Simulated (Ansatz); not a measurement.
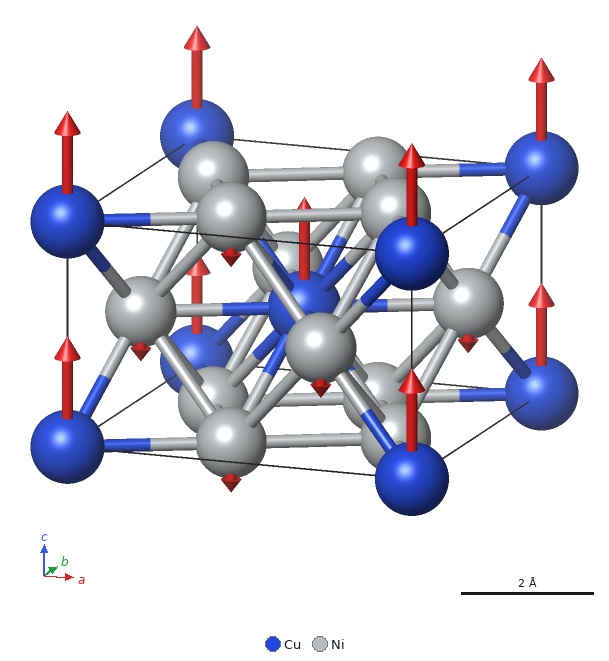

Lattice vibrations of a crystal of CuNi$_{4}$ (a generated structure), at the zone centre. The optical levels lie at 183 (×2), 187, 196, 220, 222 (×2), 226, 249, 251, 257 (×2) cm⁻¹. One mode is drawn. The red arrows give the relative displacements of the atoms. Style: ball-and-stick. Shown: the conventional cell (2 times the calculation's cell), slightly off an axis. Lengths and directions refer to the drawn axes.

Theory: DFT PBE, scalar-relativistic, plane waves, PAW in Ansatz 0.2.0. (plane-wave cutoff 420 eV; k-point mesh 12 × 12 × 12; occupations fermi dirac; smearing width 0.15 eV; no spin polarisation)

The frequencies depend somewhat on the k-mesh and the smearing.

Q: Which of these frequencies is the drawn mode's?

A: The level at 220 cm⁻¹. This is the A_u mode, optical level 4 of 9, counted from below, infrared-active by symmetry. The Cu sublattice moves against the Ni sublattice, along c; the kinetic energy is shared as Cu 79 %, Ni 21 %. The crystal is a metal, so free carriers screen the infrared response.
